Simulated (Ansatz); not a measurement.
**SiMo3: density, localisation and related maps**

The calculation's input:

```
crystal:
  lattice:
    - [5.1168183884, 0.0, 0.0]
    - [0.0, 5.1168183884, 0.0]
    - [0.0, 0.0, 4.8615851671]
  atoms:
    - { symbol: Si, position: [0.0, 0.0, 0.0] }
    - { symbol: Si, position: [0.5, 0.5, 0.5] }
    - { symbol: Mo, position: [0.25, 0.0, 0.5] }
    - { symbol: Mo, position: [0.5, 0.75, 0.0] }
    - { symbol: Mo, position: [0.75, 0.0, 0.5] }
    - { symbol: Mo, position: [0.5, 0.25, 0.0] }
    - { symbol: Mo, position: [0.0, 0.5, 0.75] }
    - { symbol: Mo, position: [0.0, 0.5, 0.25] }
basis:
  ecutwfc: 420
kpoints:
  mp_grid: { grid: [8, 8, 8] }
hamiltonian:
  xc: pbesol
scf:
  occupations: { method: gaussian, width: 0.15 }
output:
  forces: true
  stress: true
  eigenvalues: true
  write_density: true
  write_potential: true
  elf: true
  volumetric_format: npy
```

Command:

```sh
ansatz run input.yaml --threads 2 --pin off --max-ram 5120MiB --backend cpu --events-out ev --progress --plain --runs-dir out
```

Below, planes, directions and counts refer to the conventional cell (a = 5.12 Å, b = 5.12 Å, c = 4.86 Å, α = 90.00°, β = 90.00°, γ = 90.00°).

Space group P4₂/mmc; changed on purpose from its base cell (strain +0.0525 x Voigt [1, 1, 0, 0, 0, 0], atoms carried along); computed pressure about −21 GPa in this cell; computed without spin polarisation.

The calculation used DFT PBEsol, scalar-relativistic, plane waves, PAW in Ansatz 0.2.0.

Core electrons are frozen (PAW), and the valence fields are smoothed inside the atomic spheres.

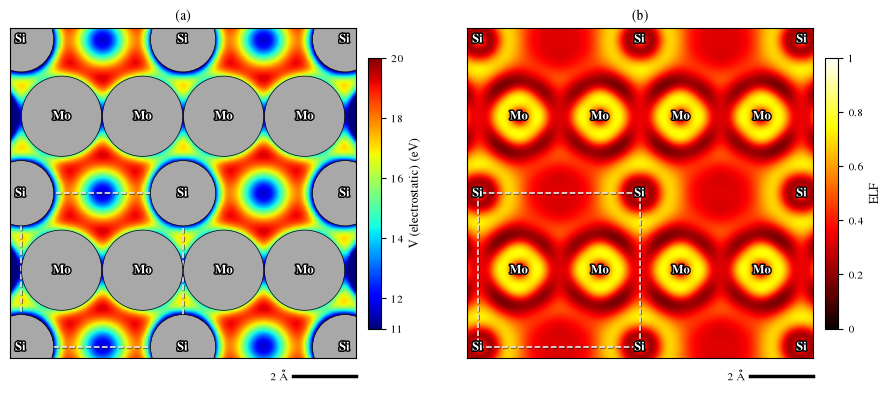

Figure 1. (a) electrostatic potential (local pseudopotential plus Hartree) felt by an electron; (b) ELF on the (100) plane of the conventional cell. Grey discs cover the atomic cores in the potential map.

Question: What do the fields say about this system?

Answer: Atoms in the plane: Si and Mo. Si–Mo (2.75 Å): the ELF peaks at about 0.70 in the valence shell of Si, 0.9 Å from its nucleus, and is about 0.30 at the midpoint. Mo–Mo (2.56 Å): the ELF is about 0.30 at the midpoint. The features right at Mo lie inside the PAW spheres, where the map follows smoothed inner orbitals and isn't to be read closely. Outside the cores the potential energy rises away from the atoms and is highest about 1.8 Å from the nearest atoms; its zero is arbitrary.

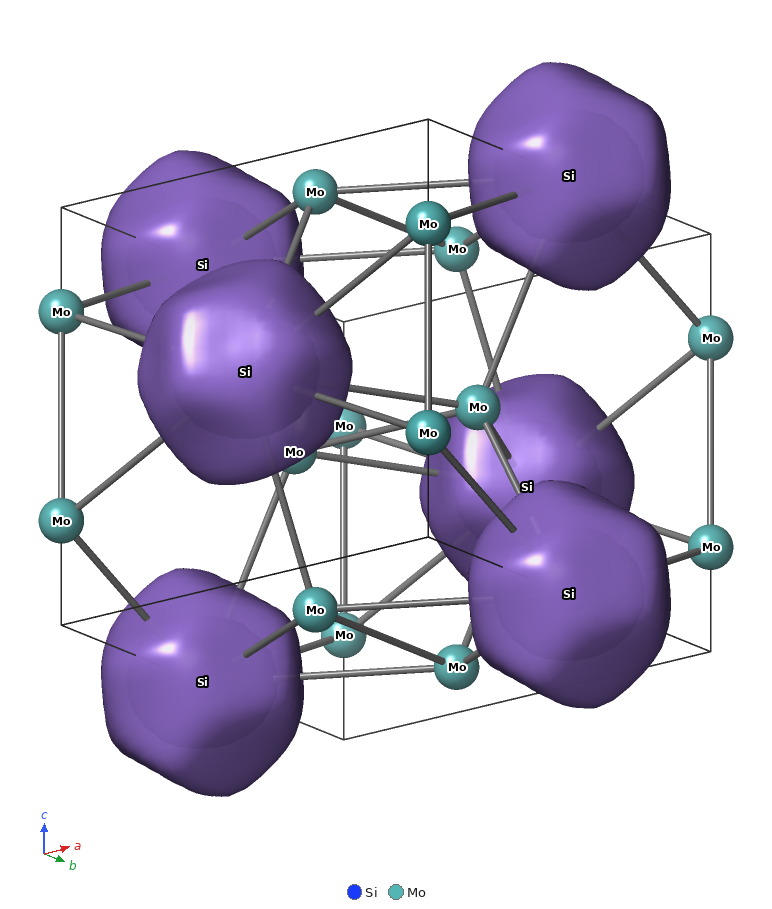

Figure 2. Isosurface of the electron localisation function at 0.6 (purple), seen at an oblique angle. Only the valence region is drawn (cores and ρ < 0.01 e/Å³ removed). Sticks mark near contacts.

Question: Describe the localisation domains.

Answer: The ELF exceeds this value in two regions wrapped around Si (the valence shell of each), counted in one cell of 8 atoms. Regions shared between cells count once.


Mo–Mo (2.43 Å): the ELF is about 0.35 at the midpoint.

Question: Metal or insulator at this level of theory?

Answer: It is gapless in this calculation (a metal or semimetal).
